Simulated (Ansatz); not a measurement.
The calculation's input:

```
crystal:
  lattice:
    - [0.0, 4.71625711, 7.3627753715]
    - [2.3595806657, 0.0, 7.3627753715]
    - [2.3595806657, 4.71625711, 0.0]
  atoms:
    - { symbol: Si, position: [0.93676892, 0.93676892, 0.56323108] }
    - { symbol: Si, position: [0.68676892, 0.68676892, 0.31323108] }
    - { symbol: Si, position: [0.31323108, 0.31323108, 0.68676892] }
    - { symbol: Si, position: [0.56323108, 0.56323108, 0.93676892] }
    - { symbol: O, position: [0.0634396, 0.4365604, 0.0634396] }
    - { symbol: O, position: [0.4365604, 0.0634396, 0.4365604] }
    - { symbol: O, position: [0.8134396, 0.1865604, 0.8134396] }
    - { symbol: O, position: [0.1865604, 0.8134396, 0.1865604] }
    - { symbol: O, position: [0.125, 0.625, 0.625] }
    - { symbol: O, position: [0.625, 0.625, 0.625] }
    - { symbol: O, position: [0.625, 0.625, 0.125] }
    - { symbol: O, position: [0.625, 0.125, 0.625] }
hamiltonian:
  xc: r2scan
  pseudopotentials: { kind: paw }
  dispersion: d3bj
kpoints:
  mp_grid: { grid: [7, 7, 7] }
scf:
  occupations: { method: fermi_dirac, width: 0.05 }
output:
  forces: true
  stress: true
  eigenvalues: true
  write_density: true
  write_potential: true
  elf: true
  volumetric_format: npy
relax:
  f_tol: 0.01
  max_steps: 40
  cell: { stress_tol: 0.05 }
```

Run with:

```sh
ansatz run input.yaml --threads 4 --pin off --max-ram 11264MiB --backend cpu --events-out ev --progress --plain --runs-dir out
```

Below, planes, directions and counts refer to the conventional cell (a = 4.70 Å, b = 9.41 Å, c = 14.71 Å, α = 90.00°, β = 90.00°, γ = 90.00°).

The fields are those of the run's last geometry, not of the input's.

Space group Fddd; a structure from a database of computed crystals, not necessarily the ambient phase.

All numbers below come from Kohn-Sham DFT of a periodic cell, r2SCAN with D3(BJ), Ansatz PAW in Ansatz 0.2.0.

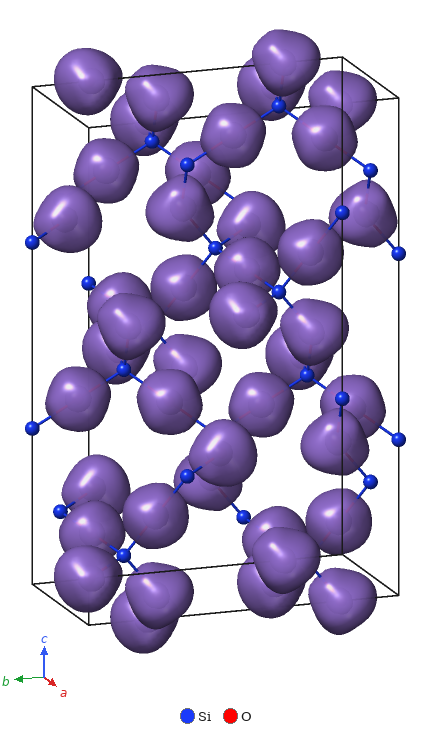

SiO₂. Isosurface of the ELF at 0.7 (purple), seen at an oblique angle. Core shells and regions of very low density are left out. Sticks mark near contacts.

In a PAW calculation such maps are meaningful between the atoms, not at the nuclei.

Identify the bonds, lone pairs and shells in this picture.

Answer. The surface consists of 32 regions on O in which the atom's valence shell and bonds are merged, counted in one cell of 48 atoms. Regions shared between cells count once. Along the contacts the grid gives the following. Si–O (1.60 Å): the ELF peaks at about 0.85 between the atoms, as expected for a short, strongly polar bond.

Does the calculation make it a metal, or give it a gap?

Answer. It is gapped, with a Kohn–Sham gap of 6.4 eV on the k-point mesh, an upper bound to the gap of this method.
